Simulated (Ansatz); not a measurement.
B6As

```
B As
1.0
     6.13684    0.00000    0.00000
    -3.06842    5.31466    0.00000
     0.00000    0.00000   11.89481
B As
36 6
Direct
  0.89680 0.79361 0.11849
  0.56347 0.12694 0.45182
  0.23014 0.46027 0.78515
  0.89680 0.10320 0.11849
  0.56347 0.43653 0.45182
  0.23014 0.76986 0.78515
  0.51646 0.48354 0.30540
  0.18312 0.81688 0.63873
  0.84979 0.15021 0.97207
  0.51646 0.03291 0.30540
  0.18312 0.36625 0.63873
  0.84979 0.69958 0.97207
  0.96709 0.48354 0.30540
  0.63375 0.81688 0.63873
  0.30042 0.15021 0.97207
  0.69958 0.84979 0.02793
  0.36625 0.18312 0.36127
  0.03291 0.51646 0.69460
  0.15021 0.84979 0.02793
  0.81688 0.18312 0.36127
  0.48354 0.51646 0.69460
  0.15021 0.30042 0.02793
  0.81688 0.63375 0.36127
  0.48354 0.96709 0.69460
  0.76986 0.23014 0.21485
  0.43653 0.56347 0.54818
  0.10320 0.89680 0.88151
  0.76986 0.53973 0.21485
  0.43653 0.87306 0.54818
  0.10320 0.20639 0.88151
  0.46027 0.23014 0.21485
  0.12694 0.56347 0.54818
  0.79361 0.89680 0.88151
  0.20639 0.10320 0.11849
  0.87306 0.43653 0.45182
  0.53973 0.76986 0.78515
  0.33333 0.66667 0.26722
  0.00000 0.00000 0.60055
  0.66667 0.33333 0.93389
  0.33333 0.66667 0.06611
  0.00000 0.00000 0.39945
  0.66667 0.33333 0.73278
```

Space group R-3m; a structure from a database of computed crystals, not necessarily the ambient phase.

All numbers below come from Ansatz 0.2.0, DFT PBEsol, scalar-relativistic, plane waves, PAW.

What will maps of the valence pseudo-density and electron localisation function show?

Answer. B–B (1.78 Å): ρ is about 0.78 e/Å³ halfway; the ELF peaks at about 0.85 between the atoms.
B–B (1.90 Å): ρ at the midpoint is about 0.65 e/Å³; the ELF peaks at about 0.80 between the atoms.

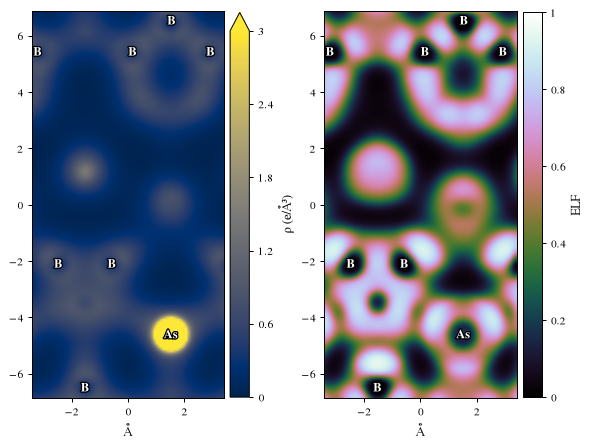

Computed valence pseudo-density and electron localisation function on the (011) plane of the conventional cell, in this order. Atoms just off the plane (B, 0.4 Å away and As, 0.7 Å away) can leave unmarked features too.
